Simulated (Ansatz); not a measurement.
Geometry relaxation, with input and output: Ag (part 1 of 2)

- system: Ag (2 atoms in the cell)
- method: DFT r2SCAN, scalar-relativistic, plane waves, PAW, no spin polarisation (Ansatz 0.2.0)

The structure derives from an entry of the Crystallography Open Database. Figures and captions count atoms from 1; the log counts them from 0 in places.

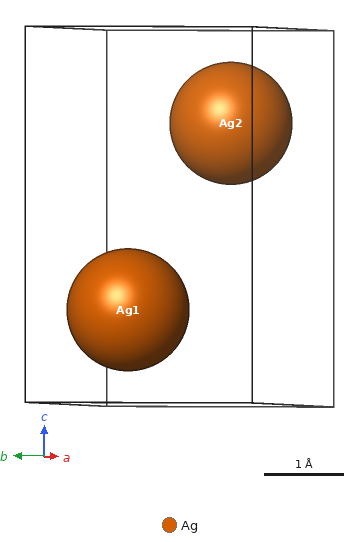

Figure 1. The input geometry (spheres-only view of the cell of the calculation, seen at an oblique angle; atoms are numbered from 1 in the order of the input). An atom can appear more than once, as a periodic image.

Input file
```yaml
crystal:
  lattice:
    - [2.9299980804, 0.0, 0.0]
    - [-1.4649990402, 2.5374527707, 0.0]
    - [0.0, 0.0, 4.79]
  atoms:
    - { symbol: Ag, position: [0.3333333333, 0.6666666667, 0.25] }
    - { symbol: Ag, position: [0.6666666667, 0.3333333333, 0.75] }
basis:
  ecutwfc: 500
kpoints:
  mp_grid: { grid: [18, 18, 10] }
hamiltonian:
  xc: r2scan
scf:
  occupations: { method: gaussian, width: 0.1 }
output:
  forces: true
  stress: true
  eigenvalues: true
  write_density: true
  write_potential: true
  elf: true
  volumetric_format: npy
relax:
  adjacent_minimum: "off"
  f_tol: 0.005
  max_steps: 80
  cell: { stress_tol: 0.05 }
```

Run on 1 thread of Intel Xeon (Sapphire Rapids), 16 GiB of memory available, shared host.

Launched with:
```bash
ansatz run input.yaml --threads 1 --pin off --max-ram 2560MiB --backend cpu --events-out ev --progress --plain --runs-dir out
```

The program's output
```
Engine: ansatz 0.2.0, x86_64-unknown-linux-gnu
Pseudopotentials: kind: paw
Pseudopotential: Ag, paw, valence charge 19, recommended cutoff 500 eV (meta_gga), Ag.paw.azcp
Functional definition: r2SCAN
  parameter k0 = 0.174
  parameter k1 = 0.065
  parameter a1 = 4.9479
  exchange = r2scan_x(k0 = k0, k1 = k1, a1 = a1)
  correlation = r2scan_c
Crystal: 2 atoms, lattice volume = 35.612 Å³
Basis set: ecut = 500 eV, 917 PW (Γ), exchange–correlation on 96×96×144 points (64 copies of the dense FFT grid, shifted against one another)
Bands: 23, of which v1, the nominal top of the filled ones, is band 19 counted from 1 (18 counted from 0)
Symmetry: 24 space group operations
Space group: P63/mmc (ITA 194), of the structure as read, at distance tolerance 3.3e-5 Å
k-points: 222 of 3240
Non-local potential: Ag, projectors of the file, l = 0: 3, l = 1: 2, l = 2: 2, l = 3: 1
PAW form: soft (Blöchl's): semilocal exchange-correlation on the pseudo side does not see the compensation charge
PAW frozen core: Ag, regenerated for the run's functional (the file was generated under x = pbe(κ = 0.804, μ = 0.2195149727645171), c = pbe(β = 0.06672455060314922))
PAW one-centre angular grid: Ag, 590 points (default); XC on 160 Gauss nodes
Initial density: superposition of atomic densities (neutral atoms: chi_scale 0, normalization atom), corrected by the library's trained network
Initial wavefunctions: pseudopotential atomic-orbital guess
Functional: x = r2scan, c = r2scan; τ floored in thin density (d = 2e-4 eV/Å³)
SCF iter   1: F=—  HF=-15207.880885 eV  |F-HF|=—  |Δ(HF+E_count)|=         —  Δρ=1.11e-2  dr2=4.20e-2  dr2_τ=1.05e-3  ethr=1.77e-3  ⟨swp⟩=4.6  Hψ=18836  notcnv=0
preconditioner: auto → Kerker (q_TF=auto, 2.758 Å⁻¹)  [metal: Δε(μ)=0.072 eV  Ē_g=11.686 eV  σ=0.100 eV  W_gap=0.37  n_scr=10 (ndim 8)  ℏωp=29.2 eV  f_vac=0.000  D(μ)=0.70/eV (n_scr^D=2)]
SCF iter   2: F=—  HF=-15207.872789 eV  |F-HF|=—  |Δ(HF+E_count)|=   8.10e-3  Δρ=5.48e-3  dr2=7.65e-3  dr2_τ=9.58e-4  ethr=1.11e-4  ⟨swp⟩=1.2  Hψ=7243  notcnv=0
SCF iter   3: F=—  HF=-15207.873050 eV  |F-HF|=—  |Δ(HF+E_count)|=   2.60e-4  Δρ=1.94e-3  dr2=1.19e-3  dr2_τ=4.22e-5  ethr=2.01e-5  ⟨swp⟩=1.0  Hψ=5117  notcnv=0
SCF iter   4: F=—  HF=-15207.873124 eV  |F-HF|=—  |Δ(HF+E_count)|=   7.41e-5  Δρ=4.72e-4  dr2=3.77e-5  dr2_τ=5.12e-6  ethr=3.13e-6  ⟨swp⟩=2.0  Hψ=7313  notcnv=0
SCF iter   5: F=—  HF=-15207.873176 eV  |F-HF|=—  |Δ(HF+E_count)|=   5.20e-5  Δρ=9.12e-5  dr2=2.74e-6  dr2_τ=1.58e-7  ethr=9.92e-8  ⟨swp⟩=2.4  Hψ=8810  notcnv=0
SCF iter   6: F=—  HF=-15207.873183 eV  |F-HF|=—  |Δ(HF+E_count)|=   7.07e-6  Δρ=2.41e-5  dr2=1.75e-7  dr2_τ=2.18e-9  ethr=7.20e-9  ⟨swp⟩=2.0  Hψ=7516  notcnv=0
SCF iter   7: F=-15207.873183 eV  HF=-15207.873183 eV  |F-HF|=1.80e-8  |Δ(HF+E_count)|=   4.43e-7  Δρ=1.01e-5  dr2=3.40e-8  dr2_τ=1.07e-9  ethr=2.63e-10  ⟨swp⟩=9.2  Hψ=33212  notcnv=0
SCF 1 converged in 7 iterations: F = -15207.873183 eV  dr2 = 3.40e-8
  greatest PAW one-centre occupation: 1.001 electrons in one spin orbital (limit 2), on the Ag atom at site 1 (counted from 0), in its partial waves of l = 1
relax step   1: F+E_penalty+E_count = -15207.87318313 eV  Δ(F+E_penalty+E_count) = +0.000e0 eV  max|allowed force component| = 1.503e-17 eV/Å  Δτ_max = 0.0000 Å  P = -2.557 GPa  Ω = 35.612 Å³  (7 SCF iters, dr2 threshold 1.00e-7 eV, accepted)
Crystal: 2 atoms, lattice volume = 33.756 Å³
Basis set: ecut = 500 eV, 845 PW (Γ), exchange–correlation on 96×96×144 points (64 copies of the dense FFT grid, shifted against one another)
Initial density: handed on by an earlier stage of this run
Initial wavefunctions: those handed on with the density
iter 1 solved again at ethr=6.53e-5 eV; its pass at ethr=3.10e-3 eV (dr2=2.48e-2 eV) is discarded
SCF iter   1: F=—  HF=-15207.678126 eV  |F-HF|=—  |Δ(HF+E_count)|=         —  Δρ=8.44e-3  dr2=2.50e-2  dr2_τ=1.37e-1  ethr=6.53e-5  ⟨swp⟩=1.0  Hψ=25295  notcnv=0
preconditioner: auto → Kerker (q_TF=auto, 2.783 Å⁻¹)  [metal: Δε(μ)=0.038 eV  Ē_g=12.040 eV  σ=0.100 eV  W_gap=0.20  n_scr=10 (ndim 8)  ℏωp=30.0 eV  f_vac=0.000  D(μ)=0.83/eV (n_scr^D=2)]
SCF iter   2: F=—  HF=-15207.873194 eV  |F-HF|=—  |Δ(HF+E_count)|=   1.95e-1  Δρ=2.45e-3  dr2=8.50e-4  dr2_τ=3.92e-4  ethr=6.53e-5  ⟨swp⟩=2.0  Hψ=9185  notcnv=0
SCF iter   3: F=—  HF=-15207.873643 eV  |F-HF|=—  |Δ(HF+E_count)|=   4.49e-4  Δρ=1.16e-3  dr2=1.91e-4  dr2_τ=2.85e-5  ethr=2.24e-6  ⟨swp⟩=2.6  Hψ=10474  notcnv=0
SCF iter   4: F=—  HF=-15207.873858 eV  |F-HF|=—  |Δ(HF+E_count)|=   2.15e-4  Δρ=3.32e-4  dr2=4.30e-5  dr2_τ=8.17e-7  ethr=5.03e-7  ⟨swp⟩=2.0  Hψ=9335  notcnv=0
SCF iter   5: F=—  HF=-15207.873863 eV  |F-HF|=—  |Δ(HF+E_count)|=   4.97e-6  Δρ=1.18e-4  dr2=4.86e-6  dr2_τ=1.47e-7  ethr=1.13e-7  ⟨swp⟩=2.0  Hψ=7440  notcnv=0
SCF iter   6: F=-15207.873863 eV  HF=-15207.873863 eV  |F-HF|=7.02e-8  |Δ(HF+E_count)|=   5.68e-7  Δρ=1.46e-5  dr2=6.19e-8  dr2_τ=2.15e-9  ethr=5.26e-10  ⟨swp⟩=6.0  Hψ=32154  notcnv=0
SCF 2 converged in 6 iterations: F = -15207.873863 eV  dr2 = 6.19e-8
relax step   2: F+E_penalty+E_count = -15207.87386345 eV  Δ(F+E_penalty+E_count) = -6.803e-4 eV  max|allowed force component| = 1.402e-17 eV/Å  Δτ_max = 0.0000 Å  P = +2.955 GPa  Ω = 33.756 Å³  energy of the carried Pulay correction = +1.089e-3 eV  (6 SCF iters, dr2 threshold 2.00e-7 eV, rejected (line search))
Crystal: 2 atoms, lattice volume = 34.726 Å³
Basis set: ecut = 500 eV, 893 PW (Γ), exchange–correlation on 96×96×144 points (64 copies of the dense FFT grid, shifted against one another)
iter 1 solved again at ethr=2.04e-5 eV; its pass at ethr=3.10e-3 eV (dr2=7.73e-3 eV) is discarded
SCF iter   1: F=—  HF=-15207.832352 eV  |F-HF|=—  |Δ(HF+E_count)|=         —  Δρ=4.81e-3  dr2=8.20e-3  dr2_τ=4.01e-2  ethr=2.04e-5  ⟨swp⟩=1.0  Hψ=24604  notcnv=0
preconditioner: auto → Kerker (q_TF=auto, 2.770 Å⁻¹)  [metal: Δε(μ)=0.066 eV  Ē_g=11.832 eV  σ=0.100 eV  W_gap=0.33  n_scr=10 (ndim 8)  ℏωp=29.6 eV  f_vac=0.000  D(μ)=0.73/eV (n_scr^D=2)]
SCF iter   2: F=—  HF=-15207.881219 eV  |F-HF|=—  |Δ(HF+E_count)|=   4.89e-2  Δρ=1.66e-3  dr2=4.35e-4  dr2_τ=1.57e-4  ethr=2.04e-5  ⟨swp⟩=2.0  Hψ=8432  notcnv=0
SCF iter   3: F=—  HF=-15207.881347 eV  |F-HF|=—  |Δ(HF+E_count)|=   1.28e-4  Δρ=7.67e-4  dr2=8.23e-5  dr2_τ=1.26e-5  ethr=1.14e-6  ⟨swp⟩=2.8  Hψ=9837  notcnv=0
SCF iter   4: F=—  HF=-15207.881424 eV  |F-HF|=—  |Δ(HF+E_count)|=   7.73e-5  Δρ=2.83e-4  dr2=2.94e-5  dr2_τ=7.57e-7  ethr=2.16e-7  ⟨swp⟩=2.0  Hψ=9335  notcnv=0
SCF iter   5: F=—  HF=-15207.881423 eV  |F-HF|=—  |Δ(HF+E_count)|=   1.54e-6  Δρ=9.79e-5  dr2=3.53e-6  dr2_τ=7.24e-8  ethr=7.73e-8  ⟨swp⟩=2.1  Hψ=7234  notcnv=0
SCF iter   6: F=—  HF=-15207.881426 eV  |F-HF|=—  |Δ(HF+E_count)|=   3.43e-6  Δρ=2.05e-5  dr2=1.29e-7  dr2_τ=3.39e-9  ethr=9.28e-9  ⟨swp⟩=2.0  Hψ=7556  notcnv=0
SCF iter   7: F=—  HF=-15207.881426 eV  |F-HF|=—  |Δ(HF+E_count)|=   1.65e-8  Δρ=4.86e-6  dr2=7.66e-9  dr2_τ=2.56e-10  ethr=3.39e-10  ⟨swp⟩=2.5  Hψ=8518  notcnv=0
SCF iter   8: F=—  HF=-15207.881426 eV  |F-HF|=—  |Δ(HF+E_count)|=   2.76e-9  Δρ=3.69e-6  dr2=4.37e-9  dr2_τ=1.15e-10  ethr=2.02e-11  ⟨swp⟩=2.0  Hψ=7333  notcnv=0
SCF iter   9: F=—  HF=-15207.881426 eV  |F-HF|=—  |Δ(HF+E_count)|=  8.48e-10  Δρ=1.10e-6  dr2=3.83e-10  dr2_τ=1.06e-11  ethr=1.15e-11  ⟨swp⟩=2.2  Hψ=7328  notcnv=0
SCF iter  10: F=-15207.881426 eV  HF=-15207.881426 eV  |F-HF|=3.64e-12  |Δ(HF+E_count)|=  8.91e-11  Δρ=5.16e-8  dr2=7.64e-13  dr2_τ=3.21e-14  ethr=1.00e-12  ⟨swp⟩=4.0  Hψ=23674  notcnv=0
SCF 3 converged in 10 iterations: F = -15207.881426 eV  dr2 = 7.64e-13
relax step   3: F+E_penalty+E_count = -15207.88142613 eV  Δ(F+E_penalty+E_count) = -8.243e-3 eV  max|allowed force component| = 1.561e-17 eV/Å  Δτ_max = 0.0000 Å  P = -0.171 GPa  Ω = 34.726 Å³  energy of the carried Pulay correction = +5.127e-4 eV  (10 SCF iters, accepted)
Crystal: 2 atoms, lattice volume = 34.668 Å³
iter 1 solved again at ethr=6.35e-8 eV; its pass at ethr=3.10e-3 eV (dr2=2.41e-5 eV) is discarded
SCF iter   1: F=—  HF=-15207.881308 eV  |F-HF|=—  |Δ(HF+E_count)|=         —  Δρ=2.82e-4  dr2=2.84e-5  dr2_τ=1.38e-4  ethr=6.35e-8  ⟨swp⟩=2.0  Hψ=23590  notcnv=0
preconditioner: auto → Kerker (q_TF=auto, 2.770 Å⁻¹)  [metal: Δε(μ)=0.030 eV  Ē_g=11.821 eV  σ=0.100 eV  W_gap=0.16  n_scr=10 (ndim 8)  ℏωp=29.6 eV  f_vac=0.000  D(μ)=0.76/eV (n_scr^D=2)]
SCF iter   2: F=—  HF=-15207.881491 eV  |F-HF|=—  |Δ(HF+E_count)|=   1.83e-4  Δρ=9.30e-5  dr2=1.36e-6  dr2_τ=5.15e-7  ethr=6.35e-8  ⟨swp⟩=2.0  Hψ=8430  notcnv=0
SCF iter   3: F=—  HF=-15207.881491 eV  |F-HF|=—  |Δ(HF+E_count)|=   4.22e-7  Δρ=4.25e-5  dr2=2.55e-7  dr2_τ=3.91e-8  ethr=2.01e-10  ⟨swp⟩=8.0  Hψ=33198  notcnv=0
SCF iter   4: F=—  HF=-15207.881491 eV  |F-HF|=—  |Δ(HF+E_count)|=   2.54e-7  Δρ=1.43e-5  dr2=7.93e-8  dr2_τ=1.63e-9  ethr=2.01e-10  ⟨swp⟩=8.0  Hψ=33027  notcnv=0
SCF iter   5: F=-15207.881491 eV  HF=-15207.881491 eV  |F-HF|=4.62e-9  |Δ(HF+E_count)|=   3.29e-9  Δρ=5.05e-6  dr2=9.32e-9  dr2_τ=2.22e-10  ethr=2.01e-10  ⟨swp⟩=6.2  Hψ=25591  notcnv=0
SCF 4 converged in 5 iterations: F = -15207.881491 eV  dr2 = 9.32e-9
relax step   4: F+E_penalty+E_count = -15207.88149146 eV  Δ(F+E_penalty+E_count) = -6.532e-5 eV  max|allowed force component| = 2.891e-17 eV/Å  Δτ_max = 0.0000 Å  P = +0.000 GPa  Ω = 34.668 Å³  energy of the carried Pulay correction = +5.469e-4 eV  (5 SCF iters, dr2 threshold 7.64e-8 eV, accepted)
Initial wavefunctions: pseudopotential atomic-orbital guess (no wavefunctions were taken with the density)
iter 1 solved again at ethr=1.50e-9 eV; its pass at ethr=3.10e-3 eV (dr2=5.71e-7 eV) is discarded
SCF iter   1: F=—  HF=-15207.880982 eV  |F-HF|=—  |Δ(HF+E_count)|=         —  Δρ=8.06e-5  dr2=3.16e-7  dr2_τ=2.84e-6  ethr=1.50e-9  ⟨swp⟩=4.0  Hψ=35451  notcnv=0
preconditioner: auto → Kerker (q_TF=auto, 2.770 Å⁻¹)  [metal: Δε(μ)=0.029 eV  Ē_g=11.823 eV  σ=0.100 eV  W_gap=0.16  n_scr=10 (ndim 8)  ℏωp=29.6 eV  f_vac=0.000  D(μ)=0.76/eV (n_scr^D=2)]
SCF iter   2: F=—  HF=-15207.880983 eV  |F-HF|=—  |Δ(HF+E_count)|=   3.61e-7  Δρ=4.31e-5  dr2=8.94e-8  dr2_τ=6.49e-8  ethr=8.32e-10  ⟨swp⟩=2.4  Hψ=8647  notcnv=0
SCF iter   3: F=—  HF=-15207.880983 eV  |F-HF|=—  |Δ(HF+E_count)|=   1.15e-7  Δρ=2.61e-6  dr2=6.67e-10  dr2_τ=5.82e-10  ethr=2.35e-10  ⟨swp⟩=2.2  Hψ=8124  notcnv=0
SCF iter   4: F=—  HF=-15207.880983 eV  |F-HF|=—  |Δ(HF+E_count)|=   1.69e-9  Δρ=3.84e-7  dr2=7.89e-12  dr2_τ=1.20e-11  ethr=1.00e-12  ⟨swp⟩=4.1  Hψ=25459  notcnv=0
SCF iter   5: F=-15207.880983 eV  HF=-15207.880983 eV  |F-HF|=1.09e-11  |Δ(HF+E_count)|=  8.55e-11  Δρ=1.28e-7  dr2=2.16e-12  dr2_τ=2.02e-12  ethr=1.00e-12  ⟨swp⟩=5.0  Hψ=20929  notcnv=0
SCF 5 converged in 5 iterations: F = -15207.880983 eV  dr2 = 2.16e-12
relax step   5: F+E_penalty+E_count = -15207.88098294 eV  Δ(F+E_penalty+E_count) = +5.085e-4 eV  max|allowed force component| = 2.371e-17 eV/Å  Δτ_max = 0.0000 Å  P = -0.012 GPa  Ω = 34.668 Å³  stress off target by 1.47e-2 GPa  SCF on the basis re-selected at this cell (its energy is not comparable with the rows above)  (5 SCF iters)
```

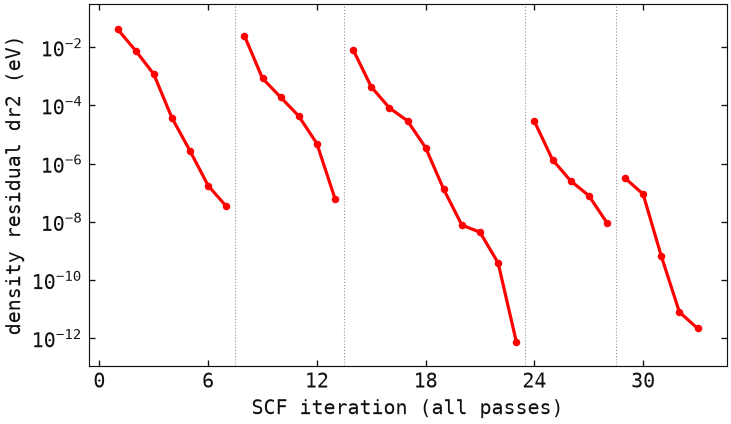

Figure 2. Convergence of the self-consistent field: density residual dr2 against the SCF iteration. The dotted lines part the SCF passes of the relaxation: geometry steps, rejected trials and re-solves on a re-selected basis. The 5 passes take 5 to 10 iterations each, 33 in all.
